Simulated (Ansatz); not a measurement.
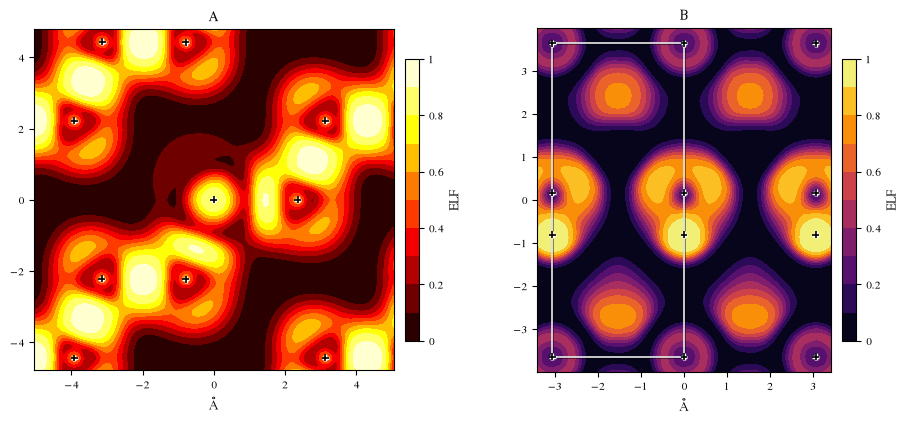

The ELF of 2 systems, each on a plane through atoms (crosses mark nuclei in the plane).

These are results of Ansatz 0.2.0, DFT PBEsol, scalar-relativistic, plane waves, PAW, not measurements.

System 1: Mg₂H₂O₃, the (010) plane of the conventional cell. Space group P-3m1.

System 2: MnSi₃₁ (cell with a defect), the (101̄) plane of the calculation cell. Spin-polarised.

```cif
data_structure
_symmetry_space_group_name_H-M 'P 1'
_symmetry_Int_Tables_number 1
_cell_length_a 9.4117
_cell_length_b 9.4117
_cell_length_c 9.4117
_cell_angle_alpha 109.471
_cell_angle_beta 109.471
_cell_angle_gamma 109.471
_cell_volume 641.77
loop_
_atom_site_label
_atom_site_type_symbol
_atom_site_fract_x
_atom_site_fract_y
_atom_site_fract_z
_atom_site_occupancy
Mn1 Mn 0.25000 0.50000 0.00000 1
Si1 Si 0.25000 0.75003 0.74979 1
Si2 Si 0.25000 0.00000 0.50000 1
Si3 Si 0.50003 0.24979 0.00000 1
Si4 Si 0.25000 0.24979 0.25003 1
Si5 Si 0.50003 0.50000 0.74979 1
Si6 Si 0.50021 0.75021 0.50024 1
Si7 Si 0.75000 0.00000 0.00000 1
Si8 Si 0.50021 0.00024 0.25021 1
Si9 Si 0.74976 0.24997 0.74997 1
Si10 Si 0.75000 0.50000 0.50000 1
Si11 Si 0.99979 0.75003 0.00000 1
Si12 Si 0.75024 0.75021 0.25021 1
Si13 Si 0.99997 0.99976 0.74997 1
Si14 Si 0.99997 0.24997 0.49976 1
Si15 Si 0.99979 0.50000 0.25003 1
Si16 Si 0.99947 0.24947 0.74947 1
Si17 Si 0.99992 0.50000 0.50037 1
Si18 Si 0.00045 0.75008 0.25008 1
Si19 Si 0.25000 0.00037 0.74992 1
Si20 Si 0.99992 0.00037 0.00000 1
Si21 Si 0.25000 0.24992 0.50037 1
Si22 Si 0.25000 0.50000 0.25053 1
Si23 Si 0.50008 0.75008 0.75045 1
Si24 Si 0.25000 0.75053 0.00000 1
Si25 Si 0.49955 0.99963 0.49963 1
Si26 Si 0.50008 0.25045 0.25008 1
Si27 Si 0.75037 0.50000 0.74992 1
Si28 Si 0.50053 0.50000 0.00000 1
Si29 Si 0.74963 0.74955 0.49963 1
Si30 Si 0.74963 0.99963 0.24955 1
Si31 Si 0.75037 0.24992 0.00000 1
```

Which map belongs to which system?

Panel A is system 2, MnSi₃₁: the plane holds Mn and Si. Si–Si (2.35 Å): the ELF peaks at about 0.95 between the atoms. Panel B is system 1, Mg₂H₂O₃: the plane holds Mg, H and O. O–H (0.97 Å): the ELF climbs to about 1 towards the hydrogen, as it does in any bond to H: an ordinary covalent bond to hydrogen.
